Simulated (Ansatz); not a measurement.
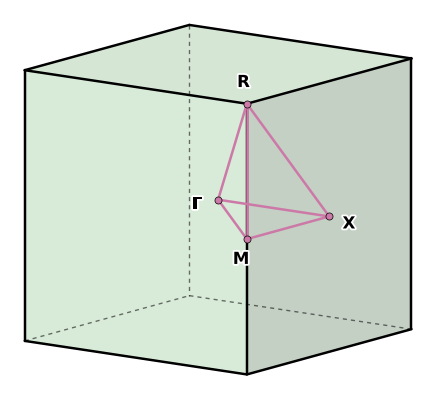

For BaSnO3, coordinates from a relaxation with Ansatz 0.2.0, DFT PBEsol, scalar-relativistic, plane waves, PAW: the figure shows the first Brillouin zone with its special points and a band path. Symmetry computed with spglib at a tolerance of 0.002 Å; standard conventional cell.

Labels and path follow the convention of Hinuma et al. (2017), as computed by seekpath.

Question: What lattice type do the shape and the labels point to?

Answer: A simple cubic lattice (cP; extended symbol cP2). The zone is a cube: 6 faces (6 with 4 edges), 12 edges, 8 vertices.

Question: Write the standard path through the labelled points.

Answer: Γ–X–M–Γ–R–X | R–M
